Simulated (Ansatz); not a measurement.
# C8N: single-point calculation (part 2 of 3)

Continued. System: C8N (slab, 9 atoms in the cell). Method: DFT, PBEsol, plane waves, PAW, spin-polarised (Ansatz 0.2.0); cutoff 420 eV, 12×11×2 k-mesh, Gaussian smearing of 0.05 eV, collinear spins. The structure derives from an entry of the Crystallography Open Database. Some settings of this run were made unusual or wrong on purpose.

Geometry of the input (Å; fractional positions):
```
2.4988  0.0000  0.0000
-1.2494  2.1640  0.0000
0.0000  0.0000  25.7639
C  0.3333  0.6667  0.3299
C  0.6667  0.3333  0.3502
C  0.6667  0.3333  0.4107
C  0.3333  0.6667  0.4310
C  0.3333  0.6667  0.5398
C  0.6667  0.3333  0.5404
C  0.6667  0.3333  0.6885
C  0.3333  0.6667  0.6885
N  0.5833  1.1667  0.7227
```

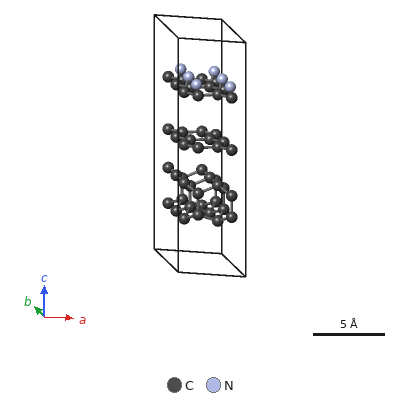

Figure 1. The structure as given in the input (ball-and-stick view of the 2 × 3 repeat of the cell, with the vacuum cut short, seen slightly off an axis). An atom can appear more than once, as a periodic image.

**The program's output, continued**
```
SCF iter   1: F=—  HF=-2335.823899 eV  |F-HF|=—  |Δ(HF+E_count)|=         —  Δρ=9.73e-2 (↑5.45e-2 ↓9.73e-2)  dr2=2.49e1  dr2_m=3.03e0  M=0.648 μB ∫|m|=0.750 μB  β_m=0.30  ethr=3.10e-3  p=-0.000 e·Å  D=-1.68e-7 V/Å  ΔV_dip=0.00 eV  dr2_dipole=5.98e0  V_vac-E_F(+/−)=8.66/8.66 eV  ⟨swp⟩=8.0  Hψ=48103  notcnv=0  defer=138
efield: sawtooth ramp at fractional position 0.0063 (placed from the atoms, in the widest stretch of the axis that holds none; the zero of the levels goes with the place), width 0.0400; the density the first Hamiltonian is built on has a dipole p = -0.000 e·Å; the dipole correction subtracts the counter field D = -1.68e-7 V/Å, which shifts the + side's vacuum level by +0.00 eV against the − side's; the planar-averaged density in the ramp window peaks in size at 2.2e-7 e/Å³
preconditioner: auto → LDOS  [metal: Δε(μ)=0.026 eV  Ē_g=16.058 eV  σ=0.050 eV  W_gap=0.29  n_scr=16 (ndim 8)  ℏωp=18.6 eV  f_vac=0.481  D(μ)=1.73/eV (n_scr^D=12)]
spin=Collinear: LDOS preconditioning applied to the charge; magnetization (m = ρ↑ − ρ↓) channel mixes plain (no charge-response kernel on spin).
SCF iter   2: F=—  HF=-2333.534388 eV  |F-HF|=—  |Δ(HF+E_count)|=    2.29e0  Δρ=6.80e-2 (↑3.51e-2 ↓6.80e-2)  dr2=1.75e1  dr2_m=1.69e0  M=0.504 μB ∫|m|=0.589 μB  β_m=0.30  ethr=3.10e-3  p=0.007 e·Å  D=8.77e-3 V/Å  ΔV_dip=-0.23 eV  dr2_dipole=7.52e0  V_vac-E_F(+/−)=7.74/7.97 eV  ⟨swp⟩=3.0  Hψ=17606  notcnv=0  defer=1296  κ⁻¹=1.0e0(r=1)
SCF iter   3: F=—  HF=-2332.191988 eV  |F-HF|=—  |Δ(HF+E_count)|=    1.34e0  Δρ=3.92e-2 (↑2.09e-2 ↓3.92e-2)  dr2=7.13e0  dr2_m=8.90e-1  M=0.480 μB ∫|m|=0.531 μB  β_m=0.30  ethr=3.10e-3  p=0.001 e·Å  D=1.42e-3 V/Å  ΔV_dip=-0.04 eV  dr2_dipole=4.22e0  V_vac-E_F(+/−)=6.93/6.96 eV  ⟨swp⟩=3.4  Hψ=15295  notcnv=0  defer=1234  κ⁻¹=2.2e-1(r=2)
SCF iter   4: F=—  HF=-2332.153487 eV  |F-HF|=—  |Δ(HF+E_count)|=   3.85e-2  Δρ=2.01e-2 (↑1.81e-2 ↓2.01e-2)  dr2=1.63e-1  dr2_m=4.42e-1  M=0.550 μB ∫|m|=0.572 μB  β_m=0.30  ethr=3.10e-3  p=-0.024 e·Å  D=-3.08e-2 V/Å  ΔV_dip=0.79 eV  dr2_dipole=4.82e-2  V_vac-E_F(+/−)=6.72/5.93 eV  ⟨swp⟩=2.8  Hψ=15869  notcnv=0  defer=1227  κ⁻¹=1.3e-3(r=3)
SCF iter   5: F=—  HF=-2332.279462 eV  |F-HF|=—  |Δ(HF+E_count)|=   1.26e-1  Δρ=1.58e-2 (↑1.32e-2 ↓1.58e-2)  dr2=3.11e-1  dr2_m=2.51e-1  M=0.517 μB ∫|m|=0.533 μB  β_m=0.30  ethr=4.40e-4  p=-0.025 e·Å  D=-3.31e-2 V/Å  ΔV_dip=0.85 eV  dr2_dipole=1.37e-1  V_vac-E_F(+/−)=6.77/5.92 eV  ⟨swp⟩=2.1  Hψ=9618  notcnv=0  defer=1226  κ⁻¹=3.4e-4(r=4)
SCF iter   6: F=—  HF=-2332.346587 eV  |F-HF|=—  |Δ(HF+E_count)|=   6.71e-2  Δρ=1.25e-2 (↑9.83e-3 ↓1.25e-2)  dr2=3.48e-1  dr2_m=1.44e-1  M=0.485 μB ∫|m|=0.499 μB  β_m=0.30  ethr=4.40e-4  p=-0.028 e·Å  D=-3.58e-2 V/Å  ΔV_dip=0.92 eV  dr2_dipole=1.53e-1  V_vac-E_F(+/−)=6.82/5.90 eV  ⟨swp⟩=1.5  Hψ=7089  notcnv=0  defer=1224  κ⁻¹=5.3e-6(r=5)
SCF iter   7: F=—  HF=-2332.398185 eV  |F-HF|=—  |Δ(HF+E_count)|=   5.16e-2  Δρ=1.21e-2 (↑7.39e-3 ↓1.21e-2)  dr2=1.55e0  dr2_m=9.87e-2  M=0.398 μB ∫|m|=0.412 μB  β_m=0.30  ethr=4.40e-4  p=-0.024 e·Å  D=-3.06e-2 V/Å  ΔV_dip=0.79 eV  dr2_dipole=9.01e-1  V_vac-E_F(+/−)=6.76/5.97 eV  ⟨swp⟩=1.5  Hψ=7577  notcnv=0  defer=1220  κ⁻¹=4.8e-6(r=6)
SCF iter   8: F=—  HF=-2332.414208 eV  |F-HF|=—  |Δ(HF+E_count)|=   1.60e-2  Δρ=6.37e-3 (↑6.37e-3 ↓6.24e-3)  dr2=1.87e-2  dr2_m=4.72e-2  M=0.450 μB ∫|m|=0.458 μB  β_m=0.97  ethr=4.40e-4  p=-0.033 e·Å  D=-4.22e-2 V/Å  ΔV_dip=1.09 eV  dr2_dipole=1.50e-3  V_vac-E_F(+/−)=6.95/5.86 eV  ⟨swp⟩=2.6  Hψ=10525  notcnv=0  defer=1222
Mixer restart at iter 8: flushing history
spin-set hold released at iteration 8 (site moments contracting): the magnetisation degrees of freedom join the quasi-Newton model from the next iteration; the mixer history was flushed
SCF iter   9: F=—  HF=-2332.440075 eV  |F-HF|=—  |Δ(HF+E_count)|=   2.59e-2  Δρ=2.78e-3 (↑2.16e-3 ↓2.78e-3)  dr2=2.23e-2  dr2_m=6.25e-3  M=0.371 μB ∫|m|=0.377 μB  β_m=0.39  ethr=5.04e-5  p=-0.033 e·Å  D=-4.35e-2 V/Å  ΔV_dip=1.12 eV  dr2_dipole=1.24e-2  V_vac-E_F(+/−)=6.99/5.87 eV  ⟨swp⟩=2.2  Hψ=14356  notcnv=0  defer=1238
density mixer auto → msr1: a metal under ldos (density of states about μ 1.03 of a free-electron gas's, 16 screened modes)
SCF iter  10: F=—  HF=-2332.446291 eV  |F-HF|=—  |Δ(HF+E_count)|=   6.22e-3  Δρ=2.41e-3 (↑1.60e-3 ↓2.41e-3)  dr2=2.59e-2  dr2_m=4.48e-3  M=0.351 μB ∫|m|=0.358 μB  β_m=0.69  ethr=5.04e-5  p=-0.035 e·Å  D=-4.52e-2 V/Å  ΔV_dip=1.17 eV  dr2_dipole=1.75e-2  V_vac-E_F(+/−)=7.03/5.86 eV  ⟨swp⟩=1.5  Hψ=6828  notcnv=0  defer=1238
SCF iter  11: F=—  HF=-2332.453208 eV  |F-HF|=—  |Δ(HF+E_count)|=   6.92e-3  Δρ=1.70e-3 (↑1.28e-3 ↓1.70e-3)  dr2=2.57e-3  dr2_m=2.78e-3  M=0.299 μB ∫|m|=0.309 μB  β_m=0.85  ethr=5.04e-5  p=-0.038 e·Å  D=-4.96e-2 V/Å  ΔV_dip=1.28 eV  dr2_dipole=1.20e-3  V_vac-E_F(+/−)=7.09/5.82 eV  ⟨swp⟩=2.2  Hψ=9388  notcnv=0  defer=1238
SCF iter  12: F=—  HF=-2332.456393 eV  |F-HF|=—  |Δ(HF+E_count)|=   3.19e-3  Δρ=6.08e-4 (↑6.08e-4 ↓5.75e-4)  dr2=3.47e-4  dr2_m=4.16e-4  M=0.227 μB ∫|m|=0.249 μB  β_m=0.92  ethr=6.94e-6  p=-0.040 e·Å  D=-5.18e-2 V/Å  ΔV_dip=1.33 eV  dr2_dipole=5.81e-5  V_vac-E_F(+/−)=7.13/5.79 eV  ⟨swp⟩=2.2  Hψ=12562  notcnv=0  defer=1255
SCF iter  13: F=—  HF=-2332.456964 eV  |F-HF|=—  |Δ(HF+E_count)|=   5.72e-4  Δρ=6.17e-4 (↑5.10e-4 ↓6.17e-4)  dr2=8.33e-4  dr2_m=3.84e-4  M=0.201 μB ∫|m|=0.246 μB  β_m=0.96  ethr=9.37e-7  p=-0.040 e·Å  D=-5.18e-2 V/Å  ΔV_dip=1.34 eV  dr2_dipole=5.10e-4  V_vac-E_F(+/−)=7.12/5.79 eV  ⟨swp⟩=2.1  Hψ=12354  notcnv=0  defer=1253
SCF iter  14: F=—  HF=-2332.458798 eV  |F-HF|=—  |Δ(HF+E_count)|=   1.83e-3  Δρ=1.22e-3 (↑1.22e-3 ↓1.10e-3)  dr2=5.38e-3  dr2_m=1.65e-3  M=0.144 μB ∫|m|=0.281 μB  β_m=0.69  ethr=9.37e-7  p=-0.040 e·Å  D=-5.16e-2 V/Å  ΔV_dip=1.33 eV  dr2_dipole=3.24e-3  V_vac-E_F(+/−)=7.12/5.79 eV  ⟨swp⟩=2.4  Hψ=12287  notcnv=0  defer=1257  recentre
SCF iter  15: F=—  HF=-2332.459870 eV  |F-HF|=—  |Δ(HF+E_count)|=   1.07e-3  Δρ=1.51e-3 (↑1.51e-3 ↓1.51e-3)  dr2=8.39e-4  dr2_m=2.90e-3  M=0.151 μB ∫|m|=0.337 μB  β_m=0.98  ethr=9.37e-7  p=-0.039 e·Å  D=-5.12e-2 V/Å  ΔV_dip=1.32 eV  dr2_dipole=5.43e-4  V_vac-E_F(+/−)=7.11/5.79 eV  ⟨swp⟩=2.5  Hψ=11129  notcnv=0  defer=1225
SCF iter  16: F=—  HF=-2332.466323 eV  |F-HF|=—  |Δ(HF+E_count)|=   6.45e-3  Δρ=2.73e-3 (↑2.73e-3 ↓2.57e-3)  dr2=2.50e-3  dr2_m=8.93e-3  M=0.134 μB ∫|m|=0.464 μB  β_m=0.84  ethr=9.37e-7  p=-0.039 e·Å  D=-5.12e-2 V/Å  ΔV_dip=1.32 eV  dr2_dipole=1.15e-3  V_vac-E_F(+/−)=7.11/5.79 eV  ⟨swp⟩=3.0  Hψ=11677  notcnv=0  defer=1226  recentre
SCF iter  17: F=-2332.474618 eV  HF=-2332.466798 eV  |F-HF|=7.82e-3  |Δ(HF+E_count)|=   4.75e-4  Δρ=2.78e-3 (↑2.78e-3 ↓2.62e-3)  dr2=1.14e-3  dr2_m=9.28e-3  M=0.119 μB ∫|m|=0.456 μB  β_m=0.49  ethr=9.37e-7  p=-0.039 e·Å  D=-5.06e-2 V/Å  ΔV_dip=1.30 eV  dr2_dipole=3.69e-4  V_vac-E_F(+/−)=7.10/5.79 eV  ⟨swp⟩=2.0  Hψ=11334  notcnv=0  defer=1224
SCF iter  18: F=-2332.492342 eV  HF=-2332.477501 eV  |F-HF|=1.48e-2  |Δ(HF+E_count)|=   1.07e-2  Δρ=3.71e-3 (↑3.71e-3 ↓3.39e-3)  dr2=1.19e-3  dr2_m=1.60e-2  M=0.101 μB ∫|m|=0.566 μB  β_m=0.70  ethr=9.37e-7  p=-0.039 e·Å  D=-5.02e-2 V/Å  ΔV_dip=1.29 eV  dr2_dipole=1.42e-4  V_vac-E_F(+/−)=7.08/5.79 eV  ⟨swp⟩=3.0  Hψ=12708  notcnv=0  defer=1224
SCF iter  19: F=-2332.505780 eV  HF=-2332.490700 eV  |F-HF|=1.51e-2  |Δ(HF+E_count)|=   1.32e-2  Δρ=4.16e-3 (↑4.16e-3 ↓3.86e-3)  dr2=3.38e-3  dr2_m=2.05e-2  M=0.125 μB ∫|m|=0.698 μB  β_m=0.38  ethr=9.37e-7  p=-0.039 e·Å  D=-5.00e-2 V/Å  ΔV_dip=1.29 eV  dr2_dipole=2.27e-3  V_vac-E_F(+/−)=7.08/5.80 eV  ⟨swp⟩=3.0  Hψ=13121  notcnv=0  defer=1223
SCF iter  20: F=-2332.470537 eV  HF=-2332.466039 eV  |F-HF|=4.50e-3  |Δ(HF+E_count)|=   2.47e-2  Δρ=2.72e-3 (↑2.72e-3 ↓2.58e-3)  dr2=3.03e-3  dr2_m=8.74e-3  M=0.116 μB ∫|m|=0.443 μB  β_m=0.68  ethr=9.37e-7  p=-0.039 e·Å  D=-5.09e-2 V/Å  ΔV_dip=1.31 eV  dr2_dipole=1.47e-3  V_vac-E_F(+/−)=7.10/5.79 eV  ⟨swp⟩=3.2  Hψ=15368  notcnv=0  defer=1225  recentre
SCF iter  21: F=-2332.541308 eV  HF=-2332.519902 eV  |F-HF|=2.14e-2  |Δ(HF+E_count)|=   5.39e-2  Δρ=4.39e-3 (↑4.13e-3 ↓4.39e-3)  dr2=2.00e-3  dr2_m=2.30e-2  M=0.108 μB ∫|m|=0.866 μB  β_m=0.69  ethr=9.37e-7  p=-0.040 e·Å  D=-5.19e-2 V/Å  ΔV_dip=1.34 eV  dr2_dipole=3.15e-4  V_vac-E_F(+/−)=7.09/5.75 eV  ⟨swp⟩=4.0  Hψ=18519  notcnv=0  defer=1225
SCF iter  22: F=-2332.506378 eV  HF=-2332.574949 eV  |F-HF|=6.86e-2  |Δ(HF+E_count)|=   5.50e-2  Δρ=4.75e-3 (↑4.75e-3 ↓2.12e-3)  dr2=7.57e-2  dr2_m=1.45e-2  M=-0.034 μB ∫|m|=1.055 μB  β_m=0.76  ethr=9.37e-7  p=-0.044 e·Å  D=-5.68e-2 V/Å  ΔV_dip=1.46 eV  dr2_dipole=1.17e-2  V_vac-E_F(+/−)=7.08/5.62 eV  ⟨swp⟩=4.1  Hψ=19807  notcnv=0  defer=1235  recentre
SCF iter  23: F=-2332.584924 eV  HF=-2332.575515 eV  |F-HF|=9.41e-3  |Δ(HF+E_count)|=   5.66e-4  Δρ=3.53e-3 (↑3.06e-3 ↓3.53e-3)  dr2=4.91e-3  dr2_m=1.35e-2  M=0.070 μB ∫|m|=1.120 μB  β_m=0.88  ethr=9.37e-7  p=-0.047 e·Å  D=-6.05e-2 V/Å  ΔV_dip=1.56 eV  dr2_dipole=3.06e-4  V_vac-E_F(+/−)=7.09/5.53 eV  ⟨swp⟩=3.2  Hψ=18287  notcnv=0  defer=1234
SCF iter  24: F=-2332.583071 eV  HF=-2332.606799 eV  |F-HF|=2.37e-2  |Δ(HF+E_count)|=   3.13e-2  Δρ=2.29e-3 (↑2.08e-3 ↓2.29e-3)  dr2=2.72e-2  dr2_m=4.37e-3  M=-0.044 μB ∫|m|=1.484 μB  β_m=0.67  ethr=9.37e-7  p=-0.060 e·Å  D=-7.82e-2 V/Å  ΔV_dip=2.02 eV  dr2_dipole=3.57e-3  V_vac-E_F(+/−)=7.11/5.09 eV  ⟨swp⟩=4.9  Hψ=23582  notcnv=0  defer=1234
SCF iter  25: F=-2332.583702 eV  HF=-2332.568155 eV  |F-HF|=1.55e-2  |Δ(HF+E_count)|=   3.86e-2  Δρ=4.27e-3 (↑3.96e-3 ↓4.27e-3)  dr2=9.44e-3  dr2_m=2.12e-2  M=-0.044 μB ∫|m|=1.607 μB  β_m=0.24  ethr=9.37e-7  p=-0.064 e·Å  D=-8.32e-2 V/Å  ΔV_dip=2.14 eV  dr2_dipole=2.58e-3  V_vac-E_F(+/−)=7.10/4.96 eV  ⟨swp⟩=3.8  Hψ=22221  notcnv=0  defer=1211
SCF iter  26: F=-2332.608820 eV  HF=-2332.608814 eV  |F-HF|=6.28e-6  |Δ(HF+E_count)|=   4.07e-2  Δρ=1.17e-3 (↑1.17e-3 ↓1.11e-3)  dr2=1.69e-3  dr2_m=1.47e-3  M=0.009 μB ∫|m|=1.428 μB  β_m=0.52  ethr=9.37e-7  p=-0.056 e·Å  D=-7.31e-2 V/Å  ΔV_dip=1.88 eV  dr2_dipole=4.90e-4  V_vac-E_F(+/−)=7.09/5.20 eV  ⟨swp⟩=4.2  Hψ=19345  notcnv=0  defer=1211
SCF iter  27: F=-2332.595185 eV  HF=-2332.585965 eV  |F-HF|=9.22e-3  |Δ(HF+E_count)|=   2.28e-2  Δρ=2.94e-3 (↑2.71e-3 ↓2.94e-3)  dr2=1.27e-3  dr2_m=1.02e-2  M=0.089 μB ∫|m|=1.202 μB  β_m=0.52  ethr=9.37e-7  p=-0.049 e·Å  D=-6.34e-2 V/Å  ΔV_dip=1.63 eV  dr2_dipole=1.50e-4  V_vac-E_F(+/−)=7.08/5.45 eV  ⟨swp⟩=4.6  Hψ=24815  notcnv=0  defer=1216  recentre
SCF iter  28: F=-2332.594651 eV  HF=-2332.612788 eV  |F-HF|=1.81e-2  |Δ(HF+E_count)|=   2.68e-2  Δρ=8.32e-4 (↑8.32e-4 ↓4.33e-4)  dr2=1.60e-2  dr2_m=1.35e-4  M=0.040 μB ∫|m|=1.382 μB  β_m=0.52  ethr=9.37e-7  p=-0.049 e·Å  D=-6.37e-2 V/Å  ΔV_dip=1.64 eV  dr2_dipole=2.88e-3  V_vac-E_F(+/−)=7.08/5.44 eV  ⟨swp⟩=4.1  Hψ=19591  notcnv=0  defer=1248  recentre
SCF iter  29: F=-2332.610857 eV  HF=-2332.611885 eV  |F-HF|=1.03e-3  |Δ(HF+E_count)|=   9.03e-4  Δρ=4.22e-4 (↑2.77e-4 ↓4.22e-4)  dr2=1.03e-3  dr2_m=8.26e-5  M=0.036 μB ∫|m|=1.385 μB  β_m=0.52  ethr=9.37e-7  p=-0.054 e·Å  D=-6.95e-2 V/Å  ΔV_dip=1.79 eV  dr2_dipole=2.23e-4  V_vac-E_F(+/−)=7.08/5.29 eV  ⟨swp⟩=2.8  Hψ=12163  notcnv=0  defer=1242
SCF iter  30: F=-2332.611543 eV  HF=-2332.611930 eV  |F-HF|=3.87e-4  |Δ(HF+E_count)|=   4.46e-5  Δρ=2.80e-4 (↑2.21e-4 ↓2.80e-4)  dr2=4.63e-4  dr2_m=3.37e-5  M=0.038 μB ∫|m|=1.398 μB  β_m=0.57  ethr=9.37e-7  p=-0.053 e·Å  D=-6.95e-2 V/Å  ΔV_dip=1.79 eV  dr2_dipole=5.26e-5  V_vac-E_F(+/−)=7.08/5.29 eV  ⟨swp⟩=2.1  Hψ=10468  notcnv=0  defer=1221
SCF iter  31: F=-2332.611785 eV  HF=-2332.611916 eV  |F-HF|=1.31e-4  |Δ(HF+E_count)|=   1.35e-5  Δρ=2.73e-4 (↑1.97e-4 ↓2.73e-4)  dr2=2.10e-4  dr2_m=5.15e-5  M=0.048 μB ∫|m|=1.425 μB  β_m=0.58  ethr=9.37e-7  p=-0.053 e·Å  D=-6.91e-2 V/Å  ΔV_dip=1.78 eV  dr2_dipole=4.18e-6  V_vac-E_F(+/−)=7.08/5.30 eV  ⟨swp⟩=2.0  Hψ=11271  notcnv=0  defer=1221
SCF iter  32: F=-2332.611998 eV  HF=-2332.612020 eV  |F-HF|=2.18e-5  |Δ(HF+E_count)|=   1.04e-4  Δρ=2.27e-4 (↑1.79e-4 ↓2.27e-4)  dr2=6.31e-5  dr2_m=4.60e-5  M=0.065 μB ∫|m|=1.434 μB  β_m=0.72  ethr=5.67e-7  p=-0.053 e·Å  D=-6.86e-2 V/Å  ΔV_dip=1.77 eV  dr2_dipole=2.38e-6  V_vac-E_F(+/−)=7.08/5.31 eV  ⟨swp⟩=2.0  Hψ=11333  notcnv=0  defer=1213
SCF iter  33: F=-2332.612116 eV  HF=-2332.612068 eV  |F-HF|=4.79e-5  |Δ(HF+E_count)|=   4.81e-5  Δρ=2.64e-4 (↑2.64e-4 ↓2.60e-4)  dr2=2.64e-5  dr2_m=8.48e-5  M=0.088 μB ∫|m|=1.446 μB  β_m=0.86  ethr=1.71e-7  p=-0.053 e·Å  D=-6.83e-2 V/Å  ΔV_dip=1.76 eV  dr2_dipole=2.66e-6  V_vac-E_F(+/−)=7.07/5.31 eV  ⟨swp⟩=2.5  Hψ=12753  notcnv=0  defer=1213
SCF iter  34: F=-2332.612224 eV  HF=-2332.612222 eV  |F-HF|=1.23e-6  |Δ(HF+E_count)|=   1.54e-4  Δρ=1.84e-4 (↑1.84e-4 ↓1.83e-4)  dr2=2.85e-5  dr2_m=3.87e-5  M=0.100 μB ∫|m|=1.469 μB  β_m=0.93  ethr=7.15e-8  p=-0.052 e·Å  D=-6.81e-2 V/Å  ΔV_dip=1.76 eV  dr2_dipole=7.47e-8  V_vac-E_F(+/−)=7.07/5.32 eV  ⟨swp⟩=3.4  Hψ=14774  notcnv=0  defer=1211
SCF iter  35: F=-2332.612265 eV  HF=-2332.612281 eV  |F-HF|=1.60e-5  |Δ(HF+E_count)|=   5.90e-5  Δρ=1.61e-4 (↑1.61e-4 ↓1.51e-4)  dr2=3.81e-5  dr2_m=2.30e-5  M=0.110 μB ∫|m|=1.477 μB  β_m=0.96  ethr=7.15e-8  p=-0.052 e·Å  D=-6.80e-2 V/Å  ΔV_dip=1.75 eV  dr2_dipole=4.39e-7  V_vac-E_F(+/−)=7.08/5.33 eV  ⟨swp⟩=2.0  Hψ=11488  notcnv=0  defer=1211
SCF iter  36: F=-2332.612268 eV  HF=-2332.612328 eV  |F-HF|=6.02e-5  |Δ(HF+E_count)|=   4.71e-5  Δρ=6.82e-5 (↑6.82e-5 ↓6.75e-5)  dr2=5.78e-5  dr2_m=2.21e-6  M=0.127 μB ∫|m|=1.493 μB  β_m=0.93  ethr=7.15e-8  p=-0.053 e·Å  D=-6.88e-2 V/Å  ΔV_dip=1.77 eV  dr2_dipole=1.18e-5  V_vac-E_F(+/−)=7.08/5.31 eV  ⟨swp⟩=2.9  Hψ=12808  notcnv=0  defer=1211
SCF iter  37: F=-2332.611490 eV  HF=-2332.612383 eV  |F-HF|=8.93e-4  |Δ(HF+E_count)|=   5.50e-5  Δρ=1.36e-4 (↑1.10e-4 ↓1.36e-4)  dr2=6.89e-4  dr2_m=1.31e-6  M=0.127 μB ∫|m|=1.495 μB  β_m=0.93  ethr=7.15e-8  p=-0.051 e·Å  D=-6.66e-2 V/Å  ΔV_dip=1.72 eV  dr2_dipole=2.32e-4  V_vac-E_F(+/−)=7.09/5.37 eV  ⟨swp⟩=2.9  Hψ=11632  notcnv=0  defer=1211  recentre
```
